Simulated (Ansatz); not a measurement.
Consider H4CO (amorphous cell).

Input

```
crystal:
  lattice:
    - [8.054832, 0.0, 0.0]
    - [0.0, 8.054832, 0.0]
    - [0.0, 0.0, 8.054832]
  atoms:
    - { symbol: C, position: [0.3659322, 0.2406286, 0.6123907] }
    - { symbol: O, position: [0.4306808, 0.2157751, 0.4499176] }
    - { symbol: H, position: [0.2351195, 0.2713107, 0.5967904] }
    - { symbol: H, position: [0.5473519, 0.1882767, 0.4614859] }
    - { symbol: H, position: [0.3752076, 0.1286976, 0.689362] }
    - { symbol: H, position: [0.4270727, 0.3436167, 0.6771551] }
    - { symbol: C, position: [0.4791726, 0.7007297, 0.250194] }
    - { symbol: O, position: [0.378905, 0.5764522, 0.3257528] }
    - { symbol: H, position: [0.4087837, 0.8159922, 0.2577238] }
    - { symbol: H, position: [0.4398224, 0.4727239, 0.3201297] }
    - { symbol: H, position: [0.5975951, 0.7180674, 0.3151143] }
    - { symbol: H, position: [0.5044896, 0.6740143, 0.1191044] }
    - { symbol: C, position: [0.8745192, 0.1927761, 0.8367246] }
    - { symbol: O, position: [0.7259672, 0.1638754, 0.7455947] }
    - { symbol: H, position: [0.9140113, 0.0723643, 0.8840333] }
    - { symbol: H, position: [0.6889667, 0.2700502, 0.7024672] }
    - { symbol: H, position: [0.973987, 0.2433024, 0.7586706] }
    - { symbol: H, position: [0.854861, 0.2764028, 0.9423621] }
    - { symbol: C, position: [0.5254791, 0.1339493, 0.1073344] }
    - { symbol: O, position: [0.6425797, 0.0066994, 0.071244] }
    - { symbol: H, position: [0.4626715, 0.0965111, 0.2211339] }
    - { symbol: H, position: [0.6997828, 0.0380812, -0.0299741] }
    - { symbol: H, position: [0.5851072, 0.2545106, 0.1285145] }
    - { symbol: H, position: [0.432274, 0.1477518, 0.0090417] }
    - { symbol: C, position: [0.8652119, 0.0957656, 0.3599803] }
    - { symbol: O, position: [0.7684477, -0.0489001, 0.3297129] }
    - { symbol: H, position: [0.8190906, 0.1906306, 0.2753033] }
    - { symbol: H, position: [0.8079348, -0.1348562, 0.404241] }
    - { symbol: H, position: [0.8514875, 0.1413186, 0.4875566] }
    - { symbol: H, position: [0.9974576, 0.0756976, 0.3345343] }
    - { symbol: C, position: [0.0577432, 0.7220692, 0.4228264] }
    - { symbol: O, position: [-0.0115591, 0.6505274, 0.2769273] }
    - { symbol: H, position: [-0.0300823, 0.6971933, 0.5226492] }
    - { symbol: H, position: [0.0652177, 0.6715585, 0.1865662] }
    - { symbol: H, position: [0.1775448, 0.6663741, 0.4557624] }
    - { symbol: H, position: [0.0735696, 0.8568505, 0.4117504] }
basis:
  ecutwfc: 500.0
kpoints:
  mp_grid: { grid: [1, 1, 1] }
hamiltonian:
  xc: r2scan
  dispersion: d3bj
scf:
  occupations: { method: fermi_dirac, width: 0.05 }
  lower_state_search: "off"
relax:
  f_tol: 0.3
  max_steps: 15
  adjacent_minimum: "off"
output:
  write_density: true
  write_potential: true
  elf: true
  volumetric_format: npy
```

Launched as:

```sh
ansatz run input.yaml --threads 1 --pin off --max-ram 3072MiB --backend cpu --events-out ev --progress --plain --runs-dir out
```

The fields are those of the relaxed geometry.

Method: DFT r2SCAN-D3(BJ), scalar-relativistic, plane waves, PAW in Ansatz 0.2.0.

Question: Predict the valence pseudo-density and electron localisation function between the atoms.

Answer: C–H (1.09 Å): the density is about 2 e/Å³ at the midpoint; the ELF climbs to about 1 towards the hydrogen, as it does in any bond to H (a covalent bond by its length).

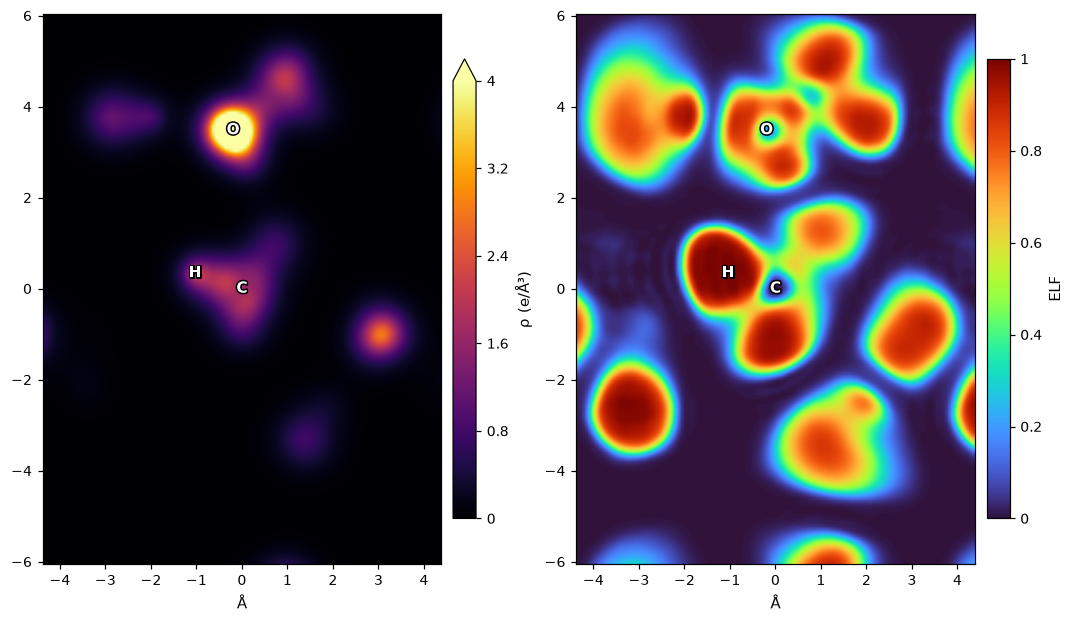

Computed valence pseudo-density and electron localisation function on the (011) plane of the calculation cell, in this order. Atoms just off the plane (O, 0.5 Å away, H, 0.3 Å away and C, 0.3 Å away) can leave unmarked features too.

In a PAW calculation such maps are meaningful between the atoms, not at the nuclei.
